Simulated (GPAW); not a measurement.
Input

```
from ase import Atoms
from ase.dft.bandgap import bandgap
from ase.io import write
from ase.units import Bohr, GPa
from gpaw import GPAW, PW
from gpaw.elf import elf_from_dft_calculation

atoms = Atoms(['Ga', 'Ga'],
              cell=[[4.449473825, 0.0, 0.0],
                    [-2.2247369125, 3.8533573659, 0.0],
                    [0.0, 0.0, 2.7652]],
              scaled_positions=[[0.33333, 0.66667, 0.5],
                                [0.6666633333, 0.3333366667, 0.5]],
              pbc=True)

calc = GPAW(mode=PW(600),
            xc='LDA',
            kpts={'size': (7, 7, 10), 'gamma': True},
            occupations={'name': 'fermi-dirac', 'width': 0.05},
            nbands=10,
            convergence={'density': 1e-05, 'energy': 1e-05},
            maxiter=150,
            txt='gpaw.txt')
atoms.calc = calc
energy = atoms.get_potential_energy()
forces = atoms.get_forces()
stress = atoms.get_stress()
calc.write('gs.gpw')
write('result.traj', atoms)
print(f'Energy: {energy:.6f} eV')
print('Forces (eV/A):')
print(forces.round(4))
print('Stress (GPa):', (stress / GPa).round(3))
print('Fermi level:', round(calc.get_fermi_level(), 4), 'eV')
print(f'Gap: {bandgap(calc)[0]:.4f} eV, direct: {bandgap(calc, direct=True)[0]:.4f} eV')

# fields on the real-space grid
write('density.cube', atoms, data=calc.get_pseudo_density() * Bohr**3)
write('potential.cube', atoms, data=calc.get_electrostatic_potential())
write('elf.cube', atoms, data=elf_from_dft_calculation(calc).data)
```

Launched as:

```sh
OMP_NUM_THREADS=1 python run.py
```

Below, planes, directions and counts refer to the conventional cell (a = 4.45 Å, b = 4.45 Å, c = 2.77 Å, α = 90.00°, β = 90.00°, γ = 120.00°).

Space group P6/mmm; a generated structure, not necessarily the stable one; computed pressure about −4 GPa in this cell.

All numbers below come from GPAW 26.7.0, Kohn-Sham DFT of a periodic cell, LDA, GPAW PAW data sets (gpaw-data 1.2.1).

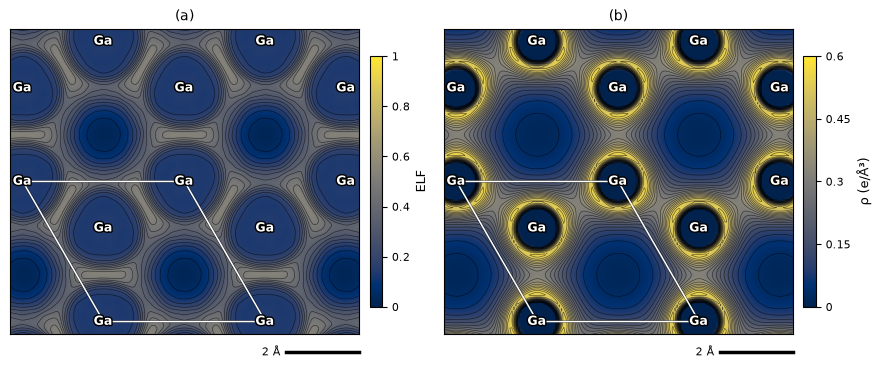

Ga. (a) electron localisation function; (b) valence electron density on the (001) plane of the conventional cell.

Core electrons are frozen (PAW), and the valence fields are smoothed inside the atomic spheres.

> What does the map show?

- Atoms in the plane: Ga.
- Ga–Ga (2.57 Å): the density is about 0.32 e/Å³ at the midpoint; the ELF reaches about 0.55 near the midpoint.
- Between the atoms the lowest density in this plane is 0.02 e/Å³.
